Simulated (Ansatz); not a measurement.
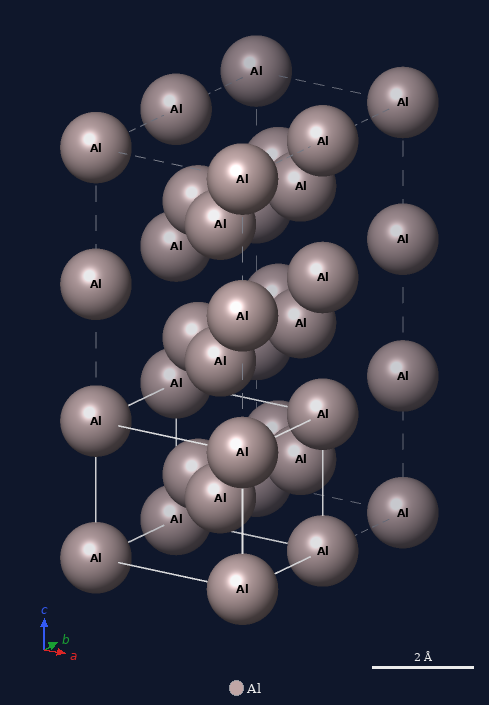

View slightly off an axis, drawn as a spheres-only model. One conventional unit cell is drawn solid; the view covers 1×2×3 cells. Cell: a = 4.583 Å, b = 4.583 Å, c = 2.769 Å, α = 90.00°, β = 90.00°, γ = 120.00°.

- The element is aluminium.
- Symmetry: P6/mmm (No. 191), primitive hexagonal lattice.
- Type of structure: ω phase (AlB₂-like).
- The cell holds three atoms.

The starting point was a textbook structure type filled with this element (whether it is the usual form wasn't checked). The picture shows the end point of a geometry optimisation with DFT PBEsol, scalar-relativistic, plane waves, PAW in Ansatz 0.2.0.
